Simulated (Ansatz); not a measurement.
**Geometry relaxation, with input and output: SnO2**

The run: geometry relaxation of SnO2 (P4₂/mnm, 6 atoms in the cell). Method and program: DFT, PBE, plane waves, PAW, no spin polarisation (Ansatz 0.2.0).

The structure derives from an entry of the Crystallography Open Database. Figures and captions count atoms from 1; the log counts them from 0 in places.

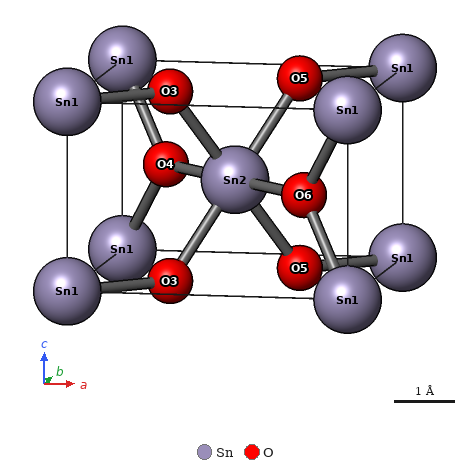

The input geometry (ball-and-stick view of the cell of the calculation, seen slightly off an axis; atoms are numbered from 1 in the order of the input).

**Input file**
```yaml
crystal:
  lattice:
    - [4.8263024771, 0.0, 0.0]
    - [0.0, 4.8263024771, 0.0]
    - [0.0, 0.0, 3.2385456151]
  atoms:
    - { symbol: Sn, position: [0.0, 0.0, 0.0] }
    - { symbol: Sn, position: [0.5, 0.5, 0.5] }
    - { symbol: O, position: [0.3065654533, 0.3065654533, 0.0] }
    - { symbol: O, position: [0.1934345467, 0.8065654533, 0.5] }
    - { symbol: O, position: [0.6934345467, 0.6934345467, 0.0] }
    - { symbol: O, position: [0.8065654533, 0.1934345467, 0.5] }
basis:
  ecutwfc: 420
kpoints:
  mp_grid: { grid: [4, 4, 4] }
hamiltonian:
  xc: pbe
scf:
  occupations: { method: gaussian, width: 0.02 }
output:
  forces: true
  stress: true
  eigenvalues: true
  write_density: true
  write_potential: true
  elf: true
  volumetric_format: npy
relax:
  adjacent_minimum: "off"
  f_tol: 0.005
  max_steps: 80
  cell: { stress_tol: 0.05 }
```

Machine: 1 thread of Arm Neoverse V1, 24 GiB of memory available, shared host.

Command:
```bash
ansatz run input.yaml --threads 1 --pin off --max-ram 2560MiB --backend cpu --events-out ev --progress --plain --runs-dir out
```

**The program's output**
```
Engine: ansatz 0.2.0, aarch64-unknown-linux-gnu
Pseudopotentials: kind: paw
Pseudopotential: Sn, paw, valence charge 14, recommended cutoff 420 eV (normal), Sn.paw.azcp
Pseudopotential: O, paw, valence charge 6, recommended cutoff 420 eV (normal), O.paw.azcp
Functional definition: PBE
  parameter kappa = 0.804
  parameter beta = 0.06672455060314922
  exchange = pbe_x(kappa = kappa, mu = beta*pi^2/3)
  correlation = pbe_c(beta = beta)
Crystal: 6 atoms, lattice volume = 75.436 Å³
Basis set: ecut = 420 eV, 1495 PW (Γ), exchange–correlation on 72×72×48 points (8 copies of the dense FFT grid, shifted against one another)
Bands: 32, of which v1, the nominal top of the filled ones, is band 26 counted from 1 (25 counted from 0)
Symmetry: 16 space group operations
Space group: P42/mnm (ITA 136), of the structure as read, at distance tolerance 4.2e-5 Å
k-points: 18 of 64
Non-local potential: Sn, projectors of the file, l = 0: 2, l = 1: 2, l = 2: 2, l = 3: 2
Non-local potential: O, projectors of the file, l = 0: 2, l = 1: 2, l = 2: 1
PAW form: soft (Blöchl's): semilocal exchange-correlation on the pseudo side does not see the compensation charge
PAW one-centre angular grid: Sn, 590 points (default); XC on 64 Gauss nodes
PAW one-centre angular grid: O, 110 points (default); XC on 64 Gauss nodes
Initial density: superposition of atomic densities (neutral atoms: chi_scale 0, normalization atom), corrected by the library's trained network
Initial wavefunctions: pseudopotential atomic-orbital guess
Functional: x = pbe(κ = 0.804, μ = 0.2195149727645171), c = pbe(β = 0.06672455060314922)
SCF iter   1: F=—  HF=-14317.956053 eV  |F-HF|=—  |Δ(HF+E_count)|=         —  Δρ=1.23e-3  dr2=4.11e-4  ethr=1.77e-3  ⟨swp⟩=6.2  Hψ=2543  notcnv=0
preconditioner: auto → Resta (q_TF=auto, 2.564 Å⁻¹)  ε∞=3.6  [insulator: Δε(μ)=0.684 eV  Ē_g=19.268 eV  σ=0.020 eV  W_gap=1.00  n_scr=18 (ndim 8)  ℏωp=30.8 eV  f_vac=0.036  D(μ)=0.00/eV (n_scr^D=0)  ε∞_Penn≈3.6]
SCF iter   2: F=—  HF=-14317.957652 eV  |F-HF|=—  |Δ(HF+E_count)|=   1.60e-3  Δρ=6.10e-4  dr2=1.05e-4  ethr=7.91e-7  ⟨swp⟩=2.5  Hψ=1257  notcnv=0  defer=18
SCF iter   3: F=—  HF=-14317.957940 eV  |F-HF|=—  |Δ(HF+E_count)|=   2.88e-4  Δρ=2.23e-4  dr2=2.76e-5  ethr=2.03e-7  ⟨swp⟩=3.0  Hψ=1125  notcnv=0  defer=18
SCF iter   4: F=—  HF=-14317.957899 eV  |F-HF|=—  |Δ(HF+E_count)|=   4.08e-5  Δρ=4.45e-5  dr2=1.11e-6  ethr=5.31e-8  ⟨swp⟩=2.0  Hψ=759  notcnv=0  defer=18
SCF iter   5: F=—  HF=-14317.957901 eV  |F-HF|=—  |Δ(HF+E_count)|=   1.61e-6  Δρ=1.61e-5  dr2=1.31e-7  ethr=2.14e-9  ⟨swp⟩=2.0  Hψ=981  notcnv=0  defer=18
SCF iter   6: F=-14317.957901 eV  HF=-14317.957901 eV  |F-HF|=2.43e-8  |Δ(HF+E_count)|=   1.84e-7  Δρ=5.72e-6  dr2=1.52e-8  ethr=1.92e-10  ⟨swp⟩=12.1  Hψ=3887  notcnv=0
SCF 1 converged in 6 iterations: F = -14317.957901 eV  dr2 = 1.52e-8
  greatest PAW one-centre occupation: 0.996 electrons in one spin orbital (limit 2), on the Sn atom at site 0 (counted from 0), in its partial waves of l = 2
relax step   1: F+E_penalty+E_count = -14317.95790127 eV  Δ(F+E_penalty+E_count) = +0.000e0 eV  max|allowed force component| = 2.944e-4 eV/Å  Δτ_max = 0.0000 Å  P = +0.013 GPa  Ω = 75.436 Å³  (6 SCF iters, dr2 threshold 1.00e-7 eV, accepted)
Initial density: handed on by an earlier stage of this run
Initial wavefunctions: those handed on with the density
iter 1 solved again at ethr=3.34e-9 eV; its pass at ethr=3.10e-3 eV (dr2=1.73e-6 eV) is discarded
SCF iter   1: F=—  HF=-14317.957962 eV  |F-HF|=—  |Δ(HF+E_count)|=         —  Δρ=8.55e-5  dr2=1.92e-6  ethr=3.34e-9  ⟨swp⟩=3.0  Hψ=2996  notcnv=0
preconditioner: auto → Resta (q_TF=auto, 2.564 Å⁻¹)  ε∞=3.6  [insulator: Δε(μ)=0.680 eV  Ē_g=19.265 eV  σ=0.020 eV  W_gap=1.00  n_scr=18 (ndim 8)  ℏωp=30.8 eV  f_vac=0.035  D(μ)=0.00/eV (n_scr^D=0)  ε∞_Penn≈3.6]
SCF iter   2: F=—  HF=-14317.957909 eV  |F-HF|=—  |Δ(HF+E_count)|=   5.37e-5  Δρ=4.40e-5  dr2=5.89e-7  ethr=3.34e-9  ⟨swp⟩=1.0  Hψ=576  notcnv=0
SCF iter   3: F=—  HF=-14317.957909 eV  |F-HF|=—  |Δ(HF+E_count)|=   2.69e-8  Δρ=9.58e-6  dr2=5.09e-8  ethr=1.13e-9  ⟨swp⟩=2.2  Hψ=816  notcnv=0
SCF iter   4: F=-14317.957909 eV  HF=-14317.957909 eV  |F-HF|=7.88e-10  |Δ(HF+E_count)|=   3.09e-9  Δρ=3.18e-6  dr2=4.14e-9  ethr=3.00e-11  ⟨swp⟩=8.3  Hψ=3404  notcnv=0
SCF 2 converged in 4 iterations: F = -14317.957909 eV  dr2 = 4.14e-9
  greatest PAW one-centre occupation: 0.996 electrons in one spin orbital (limit 2), on the Sn atom at site 1 (counted from 0), in its partial waves of l = 2
relax step   2: F+E_penalty+E_count = -14317.95790859 eV  Δ(F+E_penalty+E_count) = -7.321e-6 eV  max|allowed force component| = 4.469e-3 eV/Å  Δτ_max = 0.0004 Å  P = +0.001 GPa  Ω = 75.436 Å³  energy of the carried Pulay correction = +4.648e-6 eV  (4 SCF iters, dr2 threshold 1.56e-8 eV, accepted)
Initial wavefunctions: pseudopotential atomic-orbital guess (no wavefunctions were taken with the density)
iter 1 solved again at ethr=1.86e-8 eV; its pass at ethr=3.10e-3 eV (dr2=9.70e-6 eV) is discarded
SCF iter   1: F=—  HF=-14317.958029 eV  |F-HF|=—  |Δ(HF+E_count)|=         —  Δρ=5.44e-6  dr2=5.34e-9  ethr=1.86e-8  ⟨swp⟩=3.7  Hψ=4288  notcnv=0
SCF iter   2: F=—  HF=-14317.957975 eV  |F-HF|=—  |Δ(HF+E_count)|=   5.39e-5  Δρ=2.83e-6  dr2=1.54e-9  ethr=1.03e-11  ⟨swp⟩=3.1  Hψ=1244  notcnv=0
SCF iter   3: F=—  HF=-14317.957975 eV  |F-HF|=—  |Δ(HF+E_count)|=   5.24e-9  Δρ=5.16e-7  dr2=1.25e-10  ethr=2.97e-12  ⟨swp⟩=2.0  Hψ=864  notcnv=0
SCF iter   4: F=-14317.957975 eV  HF=-14317.957975 eV  |F-HF|=7.28e-12  |Δ(HF+E_count)|=  1.55e-10  Δρ=1.93e-7  dr2=1.05e-11  ethr=1.00e-12  ⟨swp⟩=6.8  Hψ=2792  notcnv=0
SCF 3 converged in 4 iterations: F = -14317.957975 eV  dr2 = 1.05e-11
relax step   3: F+E_penalty+E_count = -14317.95797458 eV  Δ(F+E_penalty+E_count) = -6.599e-5 eV  max|allowed force component| = 4.476e-3 eV/Å  Δτ_max = 0.0000 Å  P = +0.002 GPa  Ω = 75.436 Å³  stress off target by 1.17e-2 GPa  SCF on the basis re-selected at this cell (its energy is not comparable with the rows above)  (4 SCF iters)
```

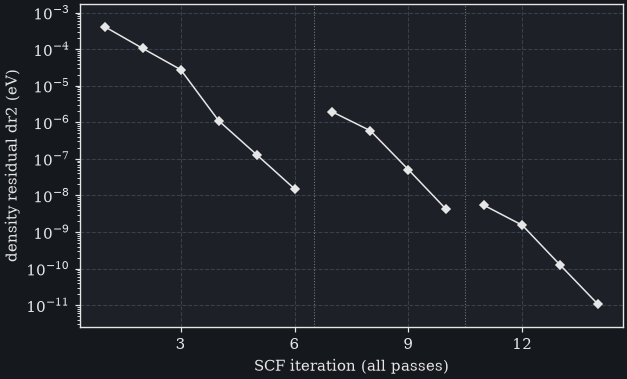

Convergence of the self-consistent field: density residual dr2 against the SCF iteration. The dotted lines part the SCF passes of the relaxation: geometry steps, rejected trials and re-solves on a re-selected basis. The passes take 6, 4 and 4 iterations.

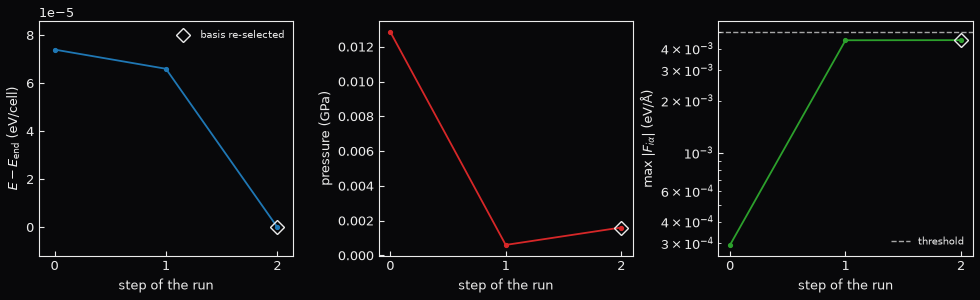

Progress of the relaxation, step by step (the first geometry is step 0 here and step 1 in the log). The atoms keep their places relative to the cell (all moves are under 0.005 Å). The space group stays P4_2/mnm (No. 136). The energy falls by next to nothing (0.0 meV per cell of the calculation) in 1 geometry step. Largest force component: 0.00029 eV/Å at the start, 0.0045 eV/Å at the end. The pressure goes from 0.01 to 0.00 GPa. A last SCF at the same geometry on a re-selected plane-wave basis shifts the energy by −0.1 meV per cell of the calculation. (Atoms are counted from 1 in the order of the input.)

```
basis re-selected at this cell: Δ(F+E_penalty+E_count) = -6.599e-5 eV, ΔP = +0.001 GPa vs the last step (what re-selecting the basis moved, of the pressure what is left beyond the Pulay correction that the steps carried, after the strain that the cell walked since its last selection, with what the two solves' SCF thresholds leave and, on support functions, any second-order correction that the steps lacked; it is no measure of the basis error at this ecutwfc). This SCF's stress stands 1.17e-2 GPa from its target on what of the cell is left free (relax.cell.stress_tol is 5.00e-2 GPa) and its largest allowed force component is 4.48e-3 eV/Å (relax.f_tol is 5.00e-3 eV/Å): within both
SCF converged after 4 iterations
Free energy (F): -14317.957975 eV
Harris-Foulkes:  -14317.957975 eV  (|F-HF|=7.28e-12)
Internal energy: -14317.957975 eV  (E = F + TS)
E sigma→0 (E₀):  -14317.957975 eV
Fermi energy:    9.089379 eV
--- Per-component energies (eV) ---
  E_band       = -154.372426
  E_kinetic    = 1078.047664
  E_local      = -2962.268394  (includes V_loc(G=0)·N_el)
  E_nonlocal   = 133.848631
  E_hartree    = 1523.481102
  E_xc         = -1053.223602
  E_vxc        = -561.637747  (∫ρ·V_xc dr)
  E_paw        = -8928.410177  (= ΣΔE_a)
  E_vpaw       = -889.334694  (= ΣTr[D̂ρ^β])
  E_aug_tail   = 0.009865  (compensation charges beyond the density's cutoff)
  E_ewald      = -4109.443063
  E_smearing   = -0.000000  (= −TS)
  E_closure    = 0.000000  (closes the sum)
  Σ components = -14317.957975   (vs F -14317.957975, Δ=0.00e0)
--- Forces (eV/Å), atoms counted from 1 ---
  atom   1  Sn    -0.00000000    -0.00000000    -0.00000000
  atom   2  Sn    -0.00000000    -0.00000000    -0.00000000
  atom   3  O     -0.00447603    -0.00447603     0.00000000
  atom   4  O      0.00447603    -0.00447603    -0.00000000
  atom   5  O      0.00447603     0.00447603    -0.00000000
  atom   6  O     -0.00447603     0.00447603     0.00000000
  max |Σ_I F_I| component: 8.67e-19 eV/Å
--- Stress (GPa, compression-positive) ---
        0.008252       0.000000       0.000000
        0.000000       0.008252       0.000000
        0.000000       0.000000      -0.011681
  P = ⅓ Tr σ = 0.0016 GPa (0.016 kbar)
--- Band table (eV; the first three rows and the last of 18) ---
  k-point 0: bands = ["-12.2924", "-11.6336", "-11.4354", "-11.4092", "-11.4092", "-11.3376", "-11.3107", "-11.2416", "-11.2084", "-11.2084", "-9.9025", "-8.1890", "-8.1890", "-6.6718", "0.7924", "4.8603", "4.8603", "4.9732", "5.8477", "6.7718", "6.7812", "7.4995", "7.4995", "8.0145", "8.0145", "8.7495", "9.4293", "14.4460", "14.8232", "14.8232", "18.8834", "18.9784"]
  k-point 1: bands = ["-12.0573", "-11.7803", "-11.7803", "-11.4554", "-11.3482", "-11.3415", "-11.2926", "-11.2575", "-11.2575", "-11.2439", "-9.5362", "-7.5246", "-7.5246", "-7.0972", "0.8397", "4.1831", "4.6488", "5.3104", "5.3104", "6.0106", "6.0106", "6.2072", "6.2329", "7.9425", "7.9425", "8.2958", "12.0275", "15.1124", "16.8210", "16.8210", "17.3039", "20.0177"]
  k-point 2: bands = ["-12.0744", "-12.0744", "-11.6510", "-11.6510", "-11.2998", "-11.2998", "-11.2604", "-11.2604", "-11.2179", "-11.2179", "-8.3395", "-8.3395", "-6.9081", "-6.9081", "1.7127", "1.7127", "4.6876", "4.6876", "5.0552", "5.0552", "6.1845", "6.1845", "7.2265", "7.2265", "7.5697", "7.5697", "14.3515", "14.3515", "18.1276", "18.1276", "19.0606", "19.0606"]
  k-point 17: bands = ["-12.0845", "-12.0845", "-11.6647", "-11.6647", "-11.3017", "-11.3017", "-11.2557", "-11.2557", "-11.2127", "-11.2127", "-8.1890", "-8.1890", "-6.9783", "-6.9783", "1.0119", "1.0119", "3.9793", "3.9793", "6.2451", "6.2451", "6.3273", "6.3273", "7.8355", "7.8355", "7.9727", "7.9727", "13.1183", "13.1183", "17.3753", "17.3753", "19.3210", "19.3210"]
--- Relaxed structure (2 steps of the walk, 2 accepted, 1 SCFs on fresh bases) ---
  F+E_penalty+E_count = -14317.95797458 eV   max|allowed force component| = 4.476e-3 eV/Å   (the final SCF, on the basis selected at the relaxed cell)
  cell:  # Å, volume = 75.4362 Å³
    - [4.825268775794105, 0.0, 0.0]
    - [0.0, 4.825268775794105, 0.0]
    - [0.0, 0.0, 3.239940750669003]
  atoms:
    - { symbol: Sn, position: [-1.872037268056765e-21, -1.8720372680567612e-21, 0.0] }
    - { symbol: Sn, position: [0.5, 0.5, 0.5000000000000001] }
    - { symbol: O, position: [0.30662385492473376, 0.30662385492473376, 0.0] }
    - { symbol: O, position: [0.1933761450752662, 0.8066238549247338, 0.5000000000000001] }
    - { symbol: O, position: [0.6933761450752662, 0.6933761450752662, 0.0] }
    - { symbol: O, position: [0.8066238549247338, 0.1933761450752662, 0.5000000000000001] }
```

**Trajectory as extended XYZ (Å, eV, eV/Å), 3 frames, from step=1 to step=3**
```
6
Lattice="4.8263 0.0000 0.0000 0.0000 4.8263 0.0000 0.0000 0.0000 3.2385" Properties=species:S:1:pos:R:3:forces:R:3 step=1 energy=-14317.95790 pressure_GPa=0.01
Sn    0.0000    0.0000    0.0000    0.0000   0.0000   0.0000
Sn    2.4132    2.4132    1.6193    0.0000   0.0000   0.0000
O     1.4796    1.4796    0.0000    0.0003   0.0003   0.0000
O     0.9336    3.8927    1.6193   -0.0003   0.0003   0.0000
O     3.3467    3.3467    0.0000   -0.0003  -0.0003   0.0000
O     3.8927    0.9336    1.6193    0.0003  -0.0003   0.0000
6
Lattice="4.8253 0.0000 0.0000 0.0000 4.8253 0.0000 0.0000 0.0000 3.2399" Properties=species:S:1:pos:R:3:forces:R:3 step=2 energy=-14317.95791 pressure_GPa=0.00
Sn    0.0000    0.0000    0.0000    0.0000   0.0000   0.0000
Sn    2.4126    2.4126    1.6200    0.0000   0.0000   0.0000
O     1.4795    1.4795    0.0000   -0.0045  -0.0045   0.0000
O     0.9331    3.8922    1.6200    0.0045  -0.0045   0.0000
O     3.3457    3.3457    0.0000    0.0045   0.0045   0.0000
O     3.8922    0.9331    1.6200   -0.0045   0.0045   0.0000
6
Lattice="4.8253 0.0000 0.0000 0.0000 4.8253 0.0000 0.0000 0.0000 3.2399" Properties=species:S:1:pos:R:3:forces:R:3 step=3 energy=-14317.95797 pressure_GPa=0.00
Sn    0.0000    0.0000    0.0000    0.0000   0.0000   0.0000
Sn    2.4126    2.4126    1.6200    0.0000   0.0000   0.0000
O     1.4795    1.4795    0.0000   -0.0045  -0.0045   0.0000
O     0.9331    3.8922    1.6200    0.0045  -0.0045   0.0000
O     3.3457    3.3457    0.0000    0.0045   0.0045   0.0000
O     3.8922    0.9331    1.6200   -0.0045   0.0045   0.0000
```

**Results in brief**

```json
{"quantity": "outcome", "value": "converged"}
{"quantity": "space group (tolerance 0.01 Å)", "value": "P4₂/mnm (136)"}
{"quantity": "electrons treated", "value": "52"}
{"quantity": "free energy", "value": "−14317.9580 eV"}
{"quantity": "Fermi energy", "value": "9.089 eV"}
{"quantity": "gap on the k-point mesh", "value": "0.68 eV"}
{"quantity": "pressure", "value": "0.00 GPa"}
{"quantity": "final volume", "value": "75.44 Å³"}
{"quantity": "largest force (length of the vector) at the end", "value": "0.006 eV/Å"}
{"quantity": "final cell", "value": "a = 4.825 Å, b = 4.825 Å, c = 3.240 Å, α = 90.00°, β = 90.00°, γ = 90.00°"}
{"quantity": "wall time", "value": "9.7 s"}
{"quantity": "peak memory", "value": "0.35 GiB"}
```

These settings are looser than, or depart from, a standard set-up, so the numbers are not reference values for this system.
